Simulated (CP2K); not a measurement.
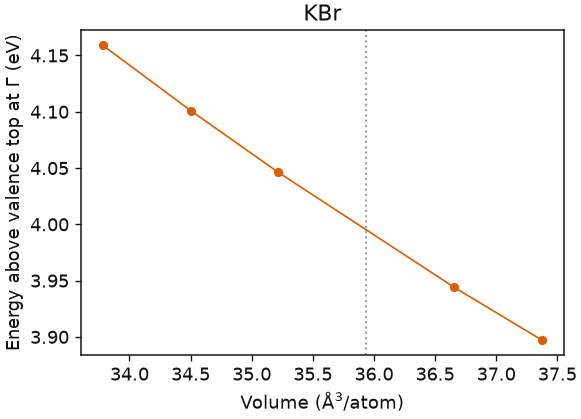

Lowest conduction level at Γ, counted from the valence-band top at Γ. One run is left out (dotted line).

System: rocksalt KBr, space group Fm-3m, 2 atoms in the primitive cell. The cell is scaled uniformly. Level of theory: LDA, GTH_POTENTIALS Br GTH-PADE-q7, K GTH-PADE-q9; TZVP-MOLOPT-PBE-GTH basis, no spin polarisation, no spin-orbit coupling, 7×7×7 k mesh; code CP2K.

| volume | Γ (eV) |
| --- | --- |
| 33.78 Å³/atom | 4.16 |
| 34.50 Å³/atom | 4.10 |
| 35.22 Å³/atom | 4.05 |
| 36.66 Å³/atom | 3.94 |
| 37.37 Å³/atom | 3.90 |

> Fill in the row for 35.94 Å³/atom.

A fit through the other points against the logarithm of the volume gives 4.00 eV at Γ (a straight line). The run itself gives 3.99 eV, within 0.01 eV of the estimate.

The basis of atomic orbitals isn't converged, which shifts gaps and empty levels. Spin-orbit coupling is left out, which matters for Br. LDA, GGA and most meta-GGA functionals understate gaps.
